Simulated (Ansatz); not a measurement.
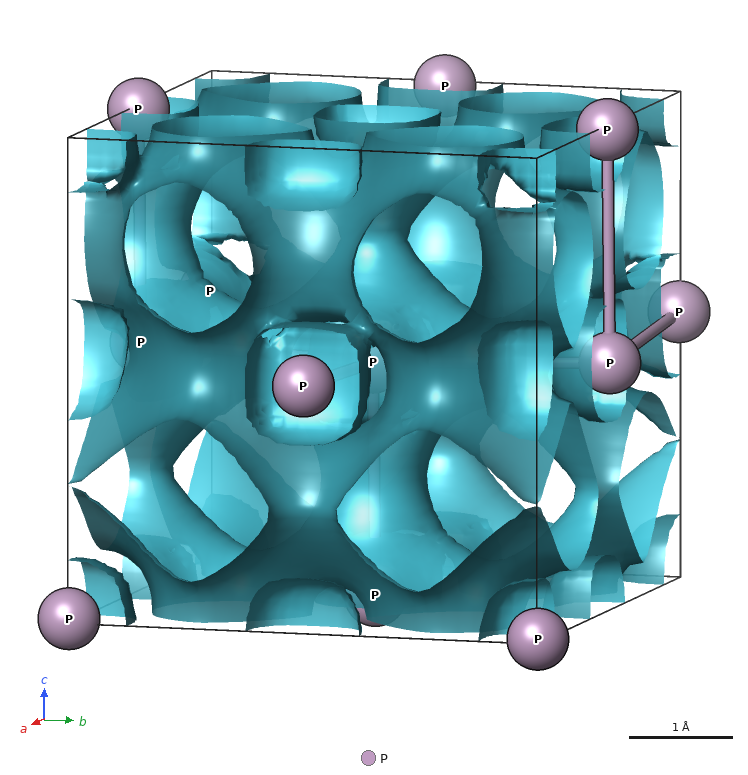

P. Isosurface of the electron localisation function at 0.65 (cyan), seen slightly off an axis. Core shells and regions of very low density are left out. Sticks mark near contacts.

Space group Pm; a structure from a database of computed crystals, not necessarily the ambient phase; changed on purpose from its base cell (atom 1 (P) moved -0.270 A towards its neighbour atom 5 (P) at 2.316 A); not relaxed (largest force 1.4 eV/Å).

Method: DFT PBEsol+D3(BJ), scalar-relativistic, plane waves, PAW in Ansatz.

```
P
1.0
    -3.39127    0.00000    3.39234
     0.00000    4.79315    0.00000
    -3.39127    0.00000   -3.39234
P
8
Cartesian
  -1.8933 0.0000 -1.8211
  -3.3913 2.3966 0.0590
  -5.0869 0.0000 -1.6372
  -3.3913 2.3966 -3.3334
  -3.3913 0.0000 3.3334
  -1.6956 2.3966 1.6372
  -3.3913 0.0000 -0.0590
  -5.0869 2.3966 1.6372
```

Q: Identify the bonds, lone pairs and shells in this picture.

A: The surface consists of one network that runs through the whole crystal, counted in one cell of 8 atoms. Any copies at cell faces, edges or corners count once. There are no localised bonds or lone pairs at this value. Profiles from the grid: P–P (2.21 Å): the ELF peaks at about 0.90 between the atoms. P–P (2.31 Å): the ELF peaks at about 0.90 between the atoms.
